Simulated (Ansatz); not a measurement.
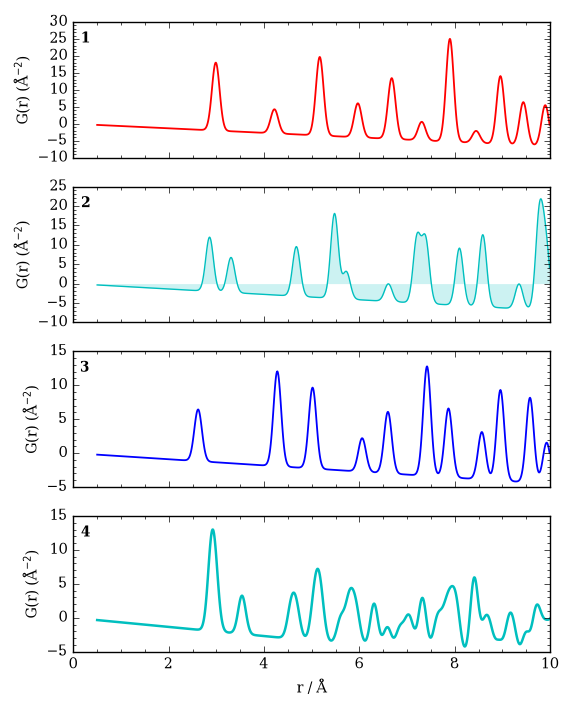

Computed neutron G(r), with each pair weighted by the product of the tabulated coherent neutron scattering lengths (natural isotope mix where the element has one) and a uniform peak width σ = 0.08 Å. No termination ripples are included.

Candidate structures:

A. 
```
Ta
1.0
     3.30672    0.00000    0.00000
     0.00000    3.30672    0.00000
     0.00000    0.00000    3.30672
Ta
2
Cartesian
  0.0000 0.0000 0.0000
  1.6534 1.6534 1.6534
```

B. 
```
Ta
1.0
     6.05961    0.00000    0.00000
     0.00000    6.05961    0.00000
     0.00000    0.00000    6.05961
Ta
8
Cartesian
  4.5447 4.5447 4.5447
  0.0000 3.0298 0.0000
  4.5447 1.5149 1.5149
  0.0000 0.0000 3.0298
  1.5149 4.5447 1.5149
  3.0298 3.0298 3.0298
  1.5149 1.5149 4.5447
  3.0298 0.0000 0.0000
```

C. 
```yaml
crystal:
  lattice:
    - [2.88679, 0.00000, 0.00000]
    - [0.00000, 5.20407, 0.00000]
    - [0.00000, 0.00000, 9.94708]
  atoms:
    - { symbol: Ta, position: [0.00000, 0.50000, 0.50000] }
    - { symbol: Ta, position: [0.75000, 0.25000, 0.75000] }
    - { symbol: Ta, position: [0.00000, 0.00000, 0.00000] }
    - { symbol: Ta, position: [0.75000, 0.75000, 0.25000] }
    - { symbol: Ta, position: [0.50000, 0.50000, 0.00000] }
    - { symbol: Ta, position: [0.25000, 0.25000, 0.25000] }
    - { symbol: Ta, position: [0.50000, 0.00000, 0.50000] }
    - { symbol: Ta, position: [0.25000, 0.75000, 0.75000] }
```

D. 
```
Ta
1.0
     4.22300    0.00000    0.00000
     0.00000    4.22300    0.00000
     0.00000    0.00000    4.22300
Ta
4
Direct
  0.00000 0.00000 0.00000
  0.00000 0.50000 0.50000
  0.50000 0.00000 0.50000
  0.50000 0.50000 0.00000
```

Origins: A, the input geometry of an electronic-structure calculation (not necessarily at equilibrium); B, the end point of a relaxation with DFT, r2SCAN, plane waves (500 eV) with PAW, scalar-relativistic (Ansatz 0.2.0); the starting structure was generated, so it need not be a known form of this composition; C, the input geometry of an electronic-structure calculation (not necessarily at equilibrium); the starting structure was generated, so it need not be a known form of this composition; D, the geometry relaxed with DFT, PBE, plane waves (420 eV) with PAW, scalar-relativistic in Ansatz; the starting structure was generated, so it need not be a known form of this composition.

Q: Match each curve to its structure.

A: curve 1 is D (Ta, first clear peaks at 2.99 Å (Ta–Ta) and 4.22 Å (Ta–Ta)); curve 2 is A (Ta, first clear peaks at 2.86 Å (Ta–Ta) and 3.31 Å (Ta–Ta)); curve 3 is B (Ta, first clear peaks at 2.62 Å (Ta–Ta) and 4.28 Å (Ta–Ta)); curve 4 is C (Ta, first clear peaks at 2.92 Å (Ta–Ta) and 3.54 Å (Ta–Ta)).
